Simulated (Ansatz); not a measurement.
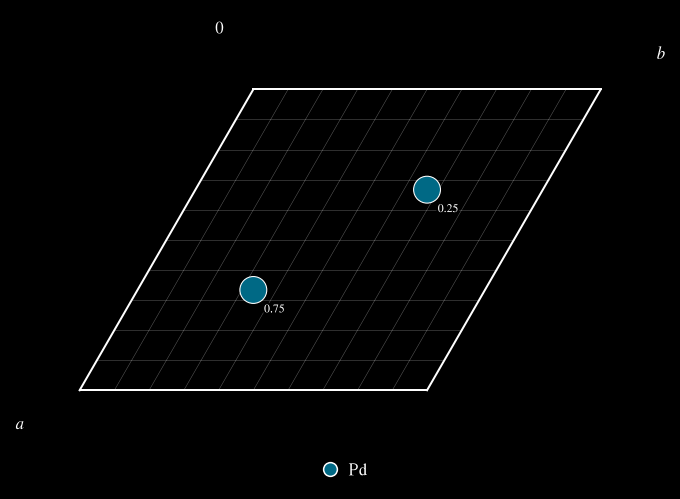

Plan of a unit cell projected along c (a down the page, b across); the numbers are heights as fractions of c, and atoms on the cell's edges are repeated. The grid marks tenths of a and b. Source: the geometry relaxed with Ansatz 0.2.0, DFT, revPBE, plane waves (420 eV) with PAW, scalar-relativistic; the starting structure was generated, so it need not be a known form of this composition. All values are computed from the atomic coordinates in the standard setting (tolerance 0.002 Å).

a = 2.786 Å, b = 2.786 Å, c = 4.679 Å, α = 90.00°, β = 90.00°, γ = 120.00°.

**What does the cell contain?**

2 Pd: Pd, Z = 2.

**Give the fractional coordinates of all atoms, to two places.**

```
atom     x     y     z
  Pd  0.33  0.67  0.25
  Pd  0.67  0.33  0.75
```
